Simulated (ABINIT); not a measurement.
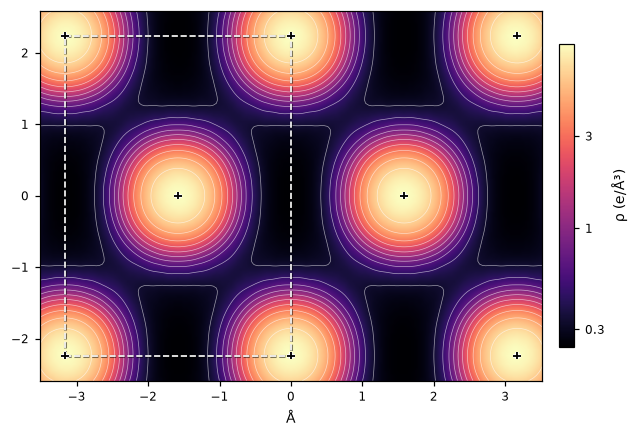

The valence electron density on a plane through atoms (crosses mark nuclei in the plane).

The calculation used Kohn-Sham DFT of a periodic cell, PBE, JTH PAW PBE v2.0 in ABINIT 10.8.3.

Candidates:
A. Mo, a = 3.17 Å, b = 3.17 Å, c = 3.17 Å, α = 90.00°, β = 90.00°, γ = 90.00°. Space group Im-3m; a structure from a database of computed crystals, not necessarily the ambient phase.
B. AlNi3, a = 3.52 Å, b = 3.52 Å, c = 3.52 Å, α = 90.00°, β = 90.00°, γ = 90.00°. Space group Pm-3m; a structure from a database of computed crystals, not necessarily the ambient phase; computed pressure about 9 GPa in this cell; spin-polarised.
C. RbBr, a = 4.13 Å, b = 4.13 Å, c = 4.13 Å, α = 90.00°, β = 90.00°, γ = 90.00°. Space group Pm-3m; a structure from a database of computed crystals, not necessarily the ambient phase.

Which candidate gave the map?

Candidate A: Mo on the (110) plane of the conventional cell, which holds Mo. Mo–Mo (2.74 Å): ρ is about 0.36 e/Å³ halfway.
